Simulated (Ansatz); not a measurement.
## Single-point calculation, with input and output: WSe$_{2}$ (part 2 of 2)

The same run, continued: WSe$_{2}$ (P-6m2, 36 atoms in the cell); DFT PBE+D3(BJ), scalar-relativistic, plane waves, PAW, no spin polarisation (Ansatz 0.2.0); cutoff 420 eV, 3×3×3 k-mesh, Gaussian smearing of 0.02 eV. The structure derives from a Materials Project entry. It belongs to a series of runs on one base structure; here: the relaxed cell repeated 12 times, on the trajectory's mesh.

Output, continued
```
  k-point 0: bands = ["-62.4764", "-62.4697", "-62.4697", "-62.4697", "-62.4697", "-62.4697", "-62.4697", "-62.4657", "-62.4656", "-62.4656", ... 110 levels left out ..., "-36.0149", "-36.0139", "-36.0139", "-36.0139", "-36.0139", "-36.0139", "-36.0139", "-36.0128", "-36.0128", "-36.0127", "-36.0127", "-36.0127", "-26.8640", "-26.8640", "-26.8640", "-26.8044", "-26.8044", "-26.7780", "-26.7780", "-26.7724", "-26.7639", "-26.7639", "-26.7639", "-26.7639", "-26.7639", "-26.7639", "-26.7410", "-26.7410", "-26.7410",
      "-26.7410", "-26.7410", "-26.7410", "-26.7221", "-26.7221", "-26.7221", "-26.7159", "-26.7158", "-26.6803", "-26.6803", "-26.6803", "-26.6707", "-26.6707", "-26.6707", "-26.6707", "-26.6707", "-26.6706", "-26.6238", "-26.6238", "-3.4249", "-2.2326", "-2.2326", "-2.2326", "-2.2326", "-2.2326", "-2.2326", "-2.0464", "-1.5993", "-1.5993", "-1.5993", "-1.5993", "-1.5993", "-1.5993", "-1.3859", "-1.3859", "-1.3859", "-1.0709", "-1.0709", "-1.0709", "-1.0403",
      "-1.0403", "-0.9420", "-0.9420", "4.8695", "5.0044", "5.0044", "5.0044", "6.0187", "6.0187", "6.1879", "6.1879", "6.3760", "6.3760", "6.3760", "6.5294", "6.5294", "6.5294", "6.5294", "6.5294", "6.5294", "6.9770", "6.9770", "6.9770", "6.9770", "6.9770", "6.9770", "6.9932", "6.9932", "6.9932", "7.0912", "7.0912", "7.6886", "7.6886", "7.6886", "7.6886", "7.6886", "7.6886", "7.7641", "7.7641", "8.0554",
      "8.0554", "8.1948", "8.1948", "8.1948", "8.1948", "8.1948", "8.1948", "8.5240", "8.5240", "8.5240", "8.8975", "8.8975", "9.1734", "9.1734", "9.4905", "9.4905", "9.4905", "9.4905", "9.4905", "9.4905", "9.6875", "9.6875", "9.6875", "9.9374", "9.9374", "9.9374", "9.9374", "9.9374", "9.9374", "10.0931", "10.2428", "10.2428", "10.2428", "10.3247", "10.3247", "10.5580", "10.5580", "10.5580", "10.6268", "10.7374",
      "10.7374", "10.7374", "10.7374", "10.7374", "10.7374", "11.4936", "11.4936", "13.1688", "13.1688", "13.2540", "13.2540", "13.2540", "13.2540", "13.2540", "13.2540", "13.9168", "13.9168", "13.9168", "13.9168", "13.9168", "13.9168", "13.9674", "13.9674", "13.9674", "14.0320", "14.0320", "14.0749", "14.0749", "14.0749", "14.2050", "14.2050", "14.2050", "14.2050", "14.2050", "14.2050", "14.5214", "14.5214", "14.5611", "14.5611", "15.1468",
      "15.1468", "15.5142", "15.5142", "15.5142", "15.6469", "15.6469", "15.6469", "15.6469", "15.6469", "15.6469", "15.6632"]
  k-point 1: bands = ["-62.4755", "-62.4730", "-62.4709", "-62.4709", "-62.4679", "-62.4679", "-62.4668", "-62.4663", "-62.4663", "-62.4653", ... 110 levels left out ..., "-36.0149", "-36.0145", "-36.0143", "-36.0143", "-36.0134", "-36.0134", "-36.0134", "-36.0130", "-36.0129", "-36.0129", "-36.0127", "-36.0127", "-26.8551", "-26.8465", "-26.8465", "-26.8304", "-26.8203", "-26.8096", "-26.8041", "-26.8041", "-26.7679", "-26.7562", "-26.7469", "-26.7469", "-26.7466", "-26.7466", "-26.7462", "-26.7413", "-26.7326",
      "-26.7325", "-26.7273", "-26.7251", "-26.7251", "-26.7207", "-26.7185", "-26.7176", "-26.7057", "-26.7002", "-26.6979", "-26.6808", "-26.6808", "-26.6801", "-26.6801", "-26.6550", "-26.6550", "-26.6454", "-26.6447", "-26.6290", "-3.2736", "-2.8472", "-2.4252", "-2.4252", "-1.9957", "-1.8975", "-1.8975", "-1.8427", "-1.7515", "-1.7515", "-1.5870", "-1.5462", "-1.5462", "-1.3635", "-1.3635", "-1.3162", "-1.3141", "-1.1536", "-1.1536", "-1.1501", "-1.1362",
      "-1.0757", "-1.0407", "-0.9734", "5.1083", "5.1969", "5.3258", "5.3258", "5.7131", "5.7582", "5.9739", "6.0541", "6.0541", "6.1341", "6.1538", "6.1907", "6.3131", "6.4716", "6.4716", "6.5520", "6.5520", "6.8030", "6.8792", "6.8792", "7.0077", "7.0077", "7.1003", "7.1533", "7.1533", "7.2387", "7.2387", "7.3019", "7.4848", "7.5767", "7.5767", "7.5938", "7.7855", "7.8308", "7.8551", "8.0406", "8.0580",
      "8.1483", "8.3610", "8.3804", "8.3804", "8.4436", "8.5336", "8.5336", "8.7452", "8.7560", "8.8614", "8.8614", "8.9092", "9.2026", "9.2831", "9.3063", "9.3078", "9.3160", "9.4002", "9.4214", "9.4214", "9.6016", "9.6016", "9.6065", "9.6096", "9.6096", "9.6250", "9.8165", "9.8165", "9.8799", "9.8799", "9.9352", "9.9352", "10.0502", "10.2602", "10.4305", "10.6504", "10.6504", "10.6611", "10.6611", "10.6963",
      "10.6963", "10.8757", "10.8889", "10.9323", "10.9532", "11.2161", "11.2219", "13.2364", "13.2364", "13.3571", "13.4956", "13.5844", "13.6548", "13.6548", "13.6693", "13.6693", "13.7072", "13.8178", "13.9396", "13.9601", "13.9601", "13.9762", "14.0201", "14.0201", "14.0352", "14.0352", "14.0357", "14.0967", "14.0967", "14.1116", "14.1192", "14.2634", "14.2783", "14.3171", "14.3811", "14.4517", "14.6624", "14.6624", "14.7270", "14.7672",
      "14.8589", "15.3047", "15.3613", "15.3977", "15.3977", "15.4052", "15.4052", "15.6001", "15.6626", "15.8464", "15.8464"]
  k-point 2: bands = ["-62.4755", "-62.4730", "-62.4709", "-62.4709", "-62.4679", "-62.4679", "-62.4668", "-62.4663", "-62.4663", "-62.4653", ... 110 levels left out ..., "-36.0149", "-36.0145", "-36.0143", "-36.0143", "-36.0134", "-36.0134", "-36.0134", "-36.0130", "-36.0129", "-36.0129", "-36.0127", "-36.0127", "-26.8551", "-26.8465", "-26.8465", "-26.8304", "-26.8203", "-26.8096", "-26.8041", "-26.8041", "-26.7679", "-26.7562", "-26.7469", "-26.7469", "-26.7466", "-26.7466", "-26.7462", "-26.7413", "-26.7326",
      "-26.7325", "-26.7273", "-26.7251", "-26.7251", "-26.7207", "-26.7185", "-26.7176", "-26.7057", "-26.7002", "-26.6979", "-26.6808", "-26.6808", "-26.6801", "-26.6801", "-26.6550", "-26.6550", "-26.6454", "-26.6447", "-26.6290", "-3.2736", "-2.8472", "-2.4252", "-2.4252", "-1.9957", "-1.8975", "-1.8975", "-1.8427", "-1.7515", "-1.7515", "-1.5870", "-1.5462", "-1.5462", "-1.3635", "-1.3635", "-1.3162", "-1.3141", "-1.1536", "-1.1536", "-1.1501", "-1.1362",
      "-1.0757", "-1.0407", "-0.9734", "5.1083", "5.1969", "5.3258", "5.3258", "5.7131", "5.7582", "5.9739", "6.0541", "6.0541", "6.1341", "6.1538", "6.1907", "6.3131", "6.4716", "6.4716", "6.5520", "6.5520", "6.8030", "6.8792", "6.8792", "7.0077", "7.0077", "7.1003", "7.1533", "7.1533", "7.2387", "7.2387", "7.3019", "7.4848", "7.5767", "7.5767", "7.5938", "7.7855", "7.8308", "7.8551", "8.0406", "8.0580",
      "8.1483", "8.3610", "8.3804", "8.3804", "8.4436", "8.5336", "8.5336", "8.7452", "8.7560", "8.8614", "8.8614", "8.9092", "9.2026", "9.2831", "9.3063", "9.3078", "9.3160", "9.4002", "9.4214", "9.4214", "9.6016", "9.6016", "9.6065", "9.6096", "9.6096", "9.6250", "9.8165", "9.8165", "9.8799", "9.8799", "9.9352", "9.9352", "10.0502", "10.2602", "10.4305", "10.6504", "10.6504", "10.6611", "10.6611", "10.6963",
      "10.6963", "10.8757", "10.8889", "10.9323", "10.9532", "11.2161", "11.2219", "13.2364", "13.2364", "13.3571", "13.4956", "13.5844", "13.6548", "13.6548", "13.6693", "13.6693", "13.7072", "13.8178", "13.9396", "13.9601", "13.9601", "13.9762", "14.0201", "14.0201", "14.0352", "14.0352", "14.0357", "14.0967", "14.0967", "14.1116", "14.1192", "14.2634", "14.2783", "14.3171", "14.3811", "14.4517", "14.6624", "14.6624", "14.7270", "14.7672",
      "14.8589", "15.3047", "15.3613", "15.3977", "15.3977", "15.4052", "15.4052", "15.6001", "15.6626", "15.8464", "15.8464"]
  k-point 13: bands = ["-62.4755", "-62.4730", "-62.4709", "-62.4709", "-62.4679", "-62.4679", "-62.4668", "-62.4663", "-62.4663", "-62.4653", ... 110 levels left out ..., "-36.0149", "-36.0144", "-36.0140", "-36.0140", "-36.0133", "-36.0133", "-36.0133", "-36.0133", "-36.0131", "-36.0131", "-36.0128", "-36.0126", "-26.8551", "-26.8465", "-26.8465", "-26.8304", "-26.8203", "-26.8096", "-26.8041", "-26.8041", "-26.7680", "-26.7562", "-26.7469", "-26.7469", "-26.7466", "-26.7466", "-26.7462", "-26.7413", "-26.7326",
      "-26.7326", "-26.7273", "-26.7251", "-26.7251", "-26.7207", "-26.7185", "-26.7176", "-26.7057", "-26.7002", "-26.6979", "-26.6808", "-26.6808", "-26.6801", "-26.6801", "-26.6550", "-26.6550", "-26.6454", "-26.6447", "-26.6290", "-3.1824", "-2.8767", "-2.4896", "-2.4896", "-2.1482", "-1.9255", "-1.9255", "-1.7957", "-1.6611", "-1.6611", "-1.6539", "-1.4534", "-1.4534", "-1.3268", "-1.3268", "-1.2627", "-1.2627", "-1.2366", "-1.2238", "-1.2046", "-1.1685",
      "-1.1427", "-1.0005", "-0.9517", "5.2990", "5.4289", "5.4289", "5.5962", "5.6508", "5.6832", "5.9127", "6.0104", "6.0104", "6.0750", "6.1121", "6.1121", "6.1686", "6.1820", "6.2426", "6.3836", "6.3836", "6.8021", "6.8021", "6.8642", "7.0911", "7.1542", "7.1542", "7.1607", "7.1607", "7.2029", "7.3461", "7.4453", "7.4453", "7.5113", "7.7943", "7.8198", "7.8630", "7.8630", "7.9925", "8.0488", "8.0999",
      "8.1946", "8.2238", "8.3032", "8.4185", "8.4185", "8.4494", "8.4494", "8.6270", "8.6980", "8.7726", "8.8593", "8.9298", "8.9298", "8.9990", "8.9990", "9.2391", "9.3209", "9.3665", "9.4090", "9.4090", "9.4914", "9.5476", "9.5979", "9.7946", "9.8235", "9.8235", "9.9542", "9.9542", "10.0175", "10.0308", "10.0308", "10.0688", "10.0688", "10.2108", "10.4485", "10.6059", "10.6059", "10.6433", "10.6433", "10.8083",
      "10.8083", "10.8182", "10.8471", "11.0897", "11.1516", "11.1733", "11.4004", "13.0753", "13.0753", "13.1959", "13.2334", "13.2334", "13.2488", "13.4621", "13.4745", "13.8733", "13.8733", "13.9097", "13.9097", "13.9403", "13.9498", "13.9878", "13.9878", "14.0875", "14.1402", "14.2254", "14.2355", "14.2355", "14.3140", "14.3256", "14.4199", "14.4199", "14.4706", "14.4940", "14.5366", "14.5375", "14.6424", "14.6696", "14.7031", "14.7326",
      "14.7326", "14.7940", "14.7940", "14.9843", "15.1502", "15.3687", "15.5423", "15.5423", "15.5708", "15.5708", "16.0125"]
```

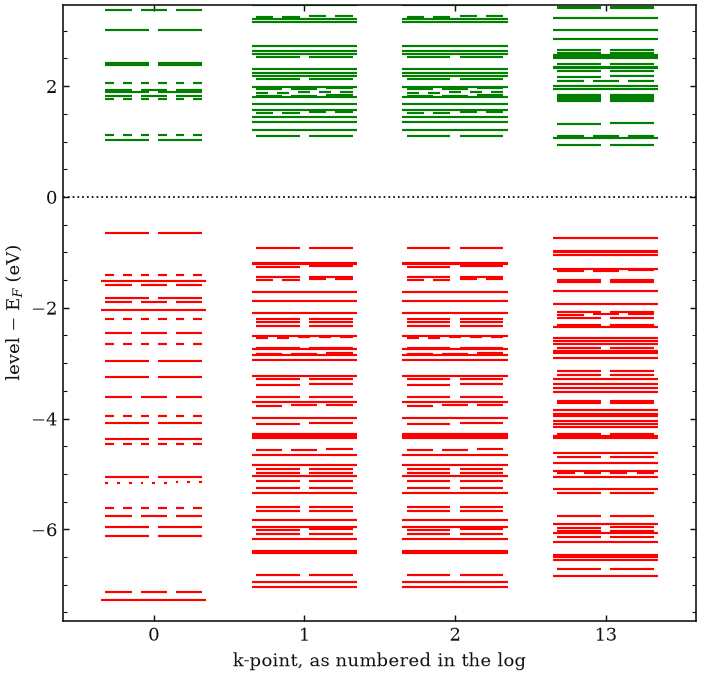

Kohn–Sham levels near the Fermi level (dotted) at the few k-points that the log prints; levels within 0.02 eV of each other stand side by side. Among these points the highest filled and lowest empty levels are 1.58 eV apart; the gap on the full mesh, 1.29 eV, has an edge at a point that isn't printed.
